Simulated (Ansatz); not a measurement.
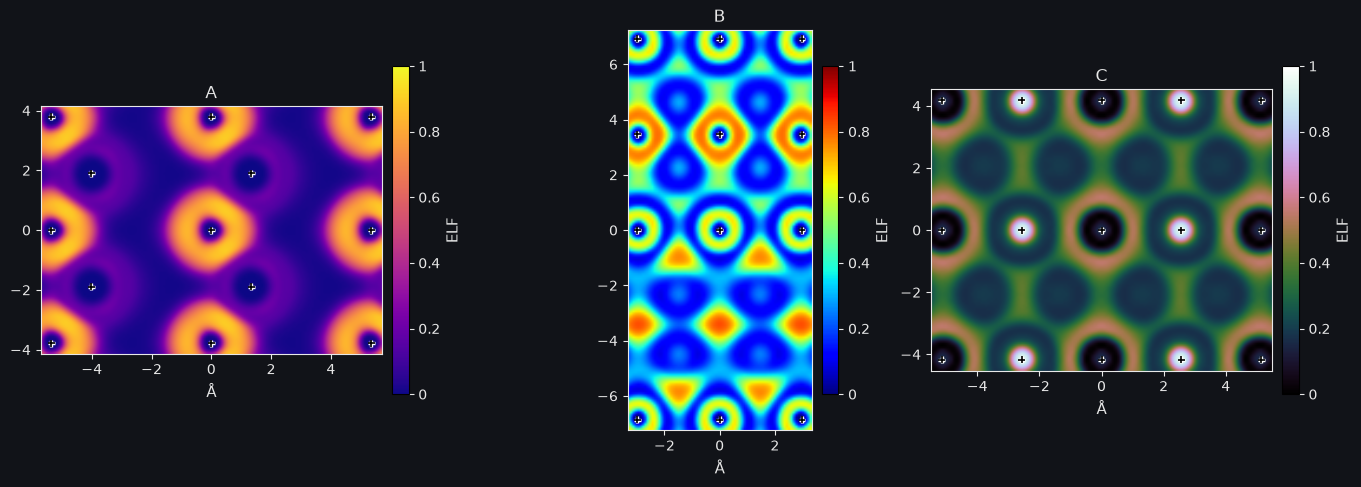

The ELF of 3 systems, each on a plane through atoms (crosses mark nuclei in the plane).

All numbers below come from DFT PBEsol, scalar-relativistic, plane waves, PAW in Ansatz 0.2.0.

System 1: Ti$_{2}$C, the (100) plane of the conventional cell. Space group R-3m; a structure from a database of computed crystals, not necessarily the ambient phase; computed pressure about 15 GPa in this cell; computed without spin polarisation.

```yaml
crystal:
  lattice:
    - [2.97992, 0.00000, 0.00000]
    - [-1.48996, 2.58069, 0.00000]
    - [0.00000, 0.00000, 13.78699]
  atoms:
    - { symbol: Ti, position: [0.00000, 0.00000, 0.24896] }
    - { symbol: Ti, position: [0.66667, 0.33333, 0.58229] }
    - { symbol: Ti, position: [0.33333, 0.66667, 0.91563] }
    - { symbol: Ti, position: [0.66667, 0.33333, 0.08437] }
    - { symbol: Ti, position: [0.33333, 0.66667, 0.41771] }
    - { symbol: Ti, position: [0.00000, 0.00000, 0.75104] }
    - { symbol: C, position: [0.33333, 0.66667, 0.16667] }
    - { symbol: C, position: [0.00000, 0.00000, 0.50000] }
    - { symbol: C, position: [0.66667, 0.33333, 0.83333] }
```

System 2: AlCu$_{3}$, the (100) plane of the conventional cell. Space group P6₃/mmc; a structure from a database of computed crystals, not necessarily the ambient phase; computed without spin polarisation.

```cif
data_structure
_symmetry_space_group_name_H-M 'P 1'
_symmetry_Int_Tables_number 1
_cell_length_a 5.1407
_cell_length_b 5.1407
_cell_length_c 4.1788
_cell_angle_alpha 90.000
_cell_angle_beta 90.000
_cell_angle_gamma 120.000
_cell_volume 95.64
loop_
_atom_site_label
_atom_site_type_symbol
_atom_site_fract_x
_atom_site_fract_y
_atom_site_fract_z
_atom_site_occupancy
Al1 Al 0.66667 0.33333 0.25000 1
Al2 Al 0.33333 0.66667 0.75000 1
Cu1 Cu 0.33062 0.16531 0.75000 1
Cu2 Cu 0.83469 0.16531 0.75000 1
Cu3 Cu 0.83469 0.66938 0.75000 1
Cu4 Cu 0.66938 0.83469 0.25000 1
Cu5 Cu 0.16531 0.83469 0.25000 1
Cu6 Cu 0.16531 0.33062 0.25000 1
```

System 3: ZnS, the (011) plane of the conventional cell. Space group F-43m.

> Which map belongs to which system?

Panel A is system 3, ZnS: the plane holds S and Zn. Zn–S (2.32 Å): the ELF peaks at about 0.90 in the valence shell of S, 0.8 Å from its nucleus, and is about 0.55 at the midpoint. Panel B is system 1, Ti$_{2}$C: the plane holds Ti and C. Panel C is system 2, AlCu$_{3}$: the plane holds Al and Cu. Al–Cu (2.57 Å): the ELF is about 0.40 at the midpoint.
